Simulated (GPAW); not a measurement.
# GaP (F-43m): refractive index against wavelength

The refractive index of GaP (F-43m) below the direct gap (1.89 eV on the mesh) is read from one computed spectrum, n = √(Re ε).

Cell: a, b, c = 3.854, 3.854, 3.854 Å (primitive vectors), 2 atoms.

Method: GPAW 26.7.0, PBE, RPA, k-mesh 15×15×15, local fields up to 60 eV, Lorentzian half width 0.2 eV.

Launch of the response step: `OMP_NUM_THREADS=1 python df.py`. The run took 1.9 min, its band step included, on 1 thread of Arm Neoverse V1, with other jobs on the host.

| wavelength (nm) | photon energy E (eV) | n |
| --- | --- | --- |
| 3000 | 0.413 | 3.0854 |
| 2000 | 0.620 | 3.1029 |
| 1550 | 0.800 | 3.1247 |
| 1310 | 0.946 | 3.1473 |
| 1064 | 1.165 | ? |

In the single-oscillator model n² − 1 = E₀E_d/(E₀² − E²), so 1/(n² − 1) = E₀/E_d − E²/(E₀E_d) is linear in E².

Working, on the rows shown:

| x = E² (eV²) | y = 1/(n² − 1) |
| --- | --- |
| 0.170801 | 0.117375 |
| 0.384302 | 0.115902 |
| 0.639837 | 0.114106 |
| 0.895757 | 0.11229 |

Means: x̄ = 0.52267, ȳ = 0.11492. Σ(x − x̄)(y − ȳ) = -0.002076, Σ(x − x̄)² = 0.2959. Slope = -0.002076 / 0.2959 = -0.007017; intercept = ȳ − slope · x̄ = 0.11859. Turned back into n, the line misses the rows shown by at most 0.00015.

**Question.** Predict the last column of the withheld row from the fit.

**Answer.** At x = 1.3578 the line gives y = 0.10906, that is 3.1890. The run gave 3.1905, so the extrapolation is off by 0.0015, 1.5 % of the range in the table.

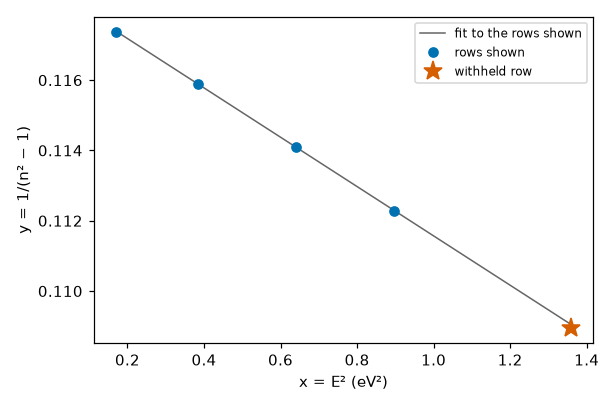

Refitted with all rows, the slope is -0.007109 and the intercept 0.11863. These give E₀ = √(intercept/−slope) = 4.09 eV and E_d = E₀/intercept = 34.4 eV; E₀ is 2.2 times the direct gap. The electronic limit at long wavelengths, without lattice vibrations, is n = √(1 + 1/intercept) = 3.071. Excitons are left out; PBE gaps are as a rule too small. The values come from a sum over the points of one k-mesh and carry its error, which grows as the direct gap shrinks. Spin-orbit coupling is left out.
